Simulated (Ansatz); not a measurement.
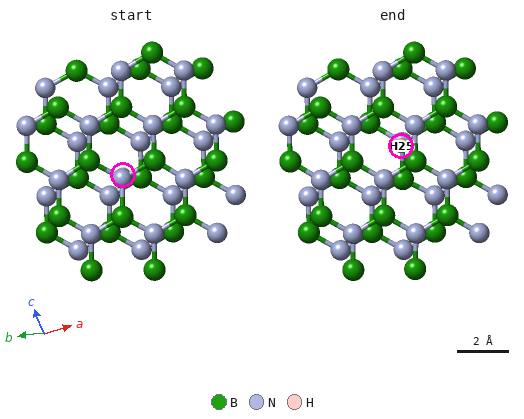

The two relaxed end points of a path for a defect cell of composition B$_{12}$HN$_{12}$ (cell charge +1) (25 atoms in the cell). The picture is a ball-and-stick view of the atoms within 4.9 Å of the middle of the path, seen from a free direction. The moving atom is ringed, with any periodic copies. Bonds to atoms that aren't drawn are left out.

Theory: DFT PBE+D3(BJ), scalar-relativistic, plane waves, PAW (Ansatz).

Run with plane-wave cutoff 420 eV; k-point mesh 2 × 2 × 2; Gaussian smearing 0.02 eV; 5 movable images; climbing image.

Start:
```
CELL_PARAMETERS angstrom
-3.76153 -3.33948 -4.33766
3.76153 -3.33948 4.33766
-3.76153 3.33948 4.33766
ATOMIC_POSITIONS crystal
B 0.16710 0.74930 0.91726
B 0.01267 0.00247 0.00329
B 0.34075 0.50609 0.83213
B 0.83967 0.26335 0.09047
B 0.66595 0.50002 0.16789
B 0.16846 0.25137 0.41693
B 0.49890 0.74936 0.24901
B 0.32874 0.99454 0.33261
B 0.99892 0.50001 0.50088
B 0.83376 0.74997 0.58301
B 0.66610 0.00258 0.65661
B 0.50127 0.25140 0.74971
N 0.16441 0.08042 0.24973
N 0.99971 0.33334 0.33392
N 0.33047 0.83012 0.16646
N 0.83226 0.58254 0.41708
N 0.66624 0.83290 0.49933
N 0.16835 0.58392 0.75042
N 0.49754 0.08047 0.58281
N 0.33841 0.33731 0.66570
N 0.00029 0.83282 0.83347
N 0.87739 0.12745 0.91687
N 0.66621 0.33333 0.00043
N 0.50032 0.58394 0.08237
H 0.03445 0.28491 0.91744
```

End:
```
B N H
1.0
    -3.76153   -3.33948   -4.33766
     3.76153   -3.33948    4.33766
    -3.76153    3.33948    4.33766
B N H
12 12 1
Direct
  0.16487 0.74846 0.91625
  0.99259 0.99139 0.99867
  0.32066 0.49062 0.82314
  0.83443 0.25011 0.08379
  0.66724 0.49051 0.16982
  0.16624 0.25016 0.41553
  0.49366 0.75080 0.25701
  0.33441 0.00195 0.33442
  0.00460 0.50388 0.49914
  0.83206 0.74844 0.58346
  0.66738 0.00193 0.66740
  0.49957 0.24925 0.74954
  0.16498 0.08207 0.24890
  0.00287 0.33599 0.33299
  0.33362 0.83421 0.16697
  0.83579 0.58527 0.41625
  0.66713 0.83422 0.50046
  0.16892 0.58532 0.74934
  0.50107 0.08482 0.58361
  0.33305 0.33318 0.66587
  0.99492 0.82728 0.83223
  0.83301 0.08205 0.91696
  0.66710 0.33310 0.00000
  0.45594 0.53948 0.08339
  0.29888 0.38299 0.08379
```

Question: What barrier does the band find between them, and by what path?

Answer: The two ends have the same energy, and the highest point, image 3, lies 0.69 eV above the start. The H atom travels furthest, 1.41 Å from end to end, along [3 1 2], on a straight line. At the highest image its nearest neighbour (N) is 1.40 Å away, against 1.05 Å at the start, and the surrounding atoms stand up to 0.25 Å off the mean of their end positions. Breaking: H–N (1.05 → 2.36 Å). Forming: H–N (2.36 → 1.05 Å). The band is converged.

Energies of the converged images:

```tsv
image	path (Å)	E (eV)
0	0.00	0.000
1	0.31	0.065
2	0.62	0.307
3	0.93	0.687
4	1.25	0.307
5	1.56	0.065
6	1.87	0.000
```

The geometry at the top of the path:

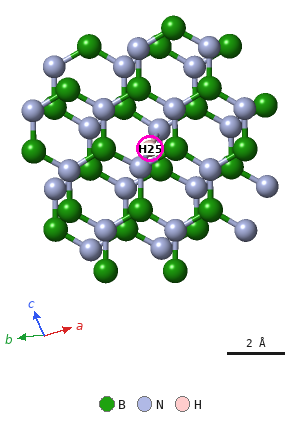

Limits of the set-up: the periodic images lie only 6.6 Å apart, so the values are limited by the cell's size; the cell is charged, on a uniform background, and energies carry no finite-size correction.

The run took 100 s on 4 threads of Arm Neoverse V1, with other jobs on the host, peak memory 1 GiB.
